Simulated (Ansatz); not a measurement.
Consider Si.

Input file:

```
crystal:
  lattice:
    - [0.1060954022, 2.7193295421, 2.7193295421]
    - [2.7193295421, 0.1060954022, 2.7193295421]
    - [2.7193295421, 2.7193295421, 0.1060954022]
  atoms:
    - { symbol: Si, position: [0.0026859546, 0.0026859546, 0.0026859546] }
    - { symbol: Si, position: [0.2473140454, 0.2473140454, 0.2473140454] }
kpoints:
  mp_grid: { grid: [6, 6, 6] }
  band_path:
    path:
      - [0.0, 0.0, 0.0]
      - [0.5, 0.0, 0.5]
      - [0.625, 0.25, 0.625]
      - [0.375, 0.375, 0.75]
      - [0.5, 0.5, 0.5]
      - [0.5, 0.25, 0.75]
      - [0.0, 0.5, 0.5]
    npoints: 1
hamiltonian:
  xc: hse06
scf:
  occupations: { method: fermi_dirac, width: 0.02 }
  n_extra_bands: 4
output:
  forces: true
  stress: true
  eigenvalues: true
  write_density: true
  write_potential: true
  elf: true
  volumetric_format: npy
```

Launched as:

```sh
ansatz run input.yaml --threads 4 --pin off --max-ram 4608MiB --backend cpu --events-out ev --progress --plain --runs-dir out
```

Below, planes, directions and counts refer to the conventional cell (a = 3.70 Å, b = 3.70 Å, c = 9.60 Å, α = 90.00°, β = 90.00°, γ = 120.00°).

Space group R-3m; started from the diamond prototype, which need not be the ambient phase; changed on purpose from its base cell (epitaxial 111 strain -4.0%); computed pressure about 7 GPa in this cell.

These are results of Ansatz 0.2.0, DFT, HSE06, plane waves, PAW, not measurements.

Predict the valence pseudo-density and electron localisation function between the atoms.

Si–Si (2.30 Å): ρ is about 0.63 e/Å³ halfway; the ELF peaks at about 0.95 between the atoms: a shared electron pair.
Si–Si (2.35 Å): ρ is about 0.58 e/Å³ halfway; the ELF peaks at about 0.95 between the atoms (localised, covalent bonding).

Does the calculation give a band gap?

It is gapped, with a Kohn–Sham gap of 0.60 eV on the k-point mesh, an upper bound to the gap of this method.

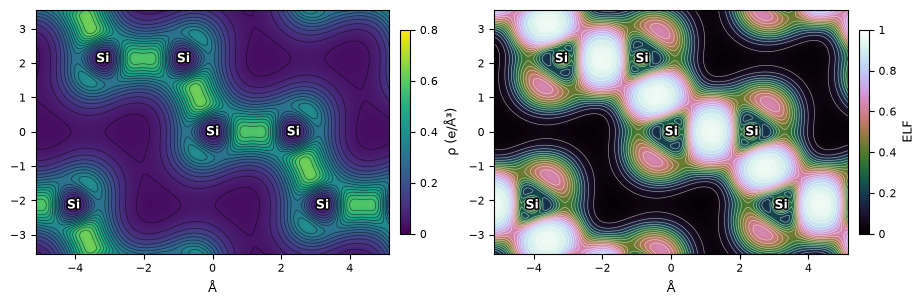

Computed valence pseudo-density and electron localisation function on the (110) plane of the conventional cell, in this order. 

In a PAW calculation such maps are meaningful between the atoms, not at the nuclei.
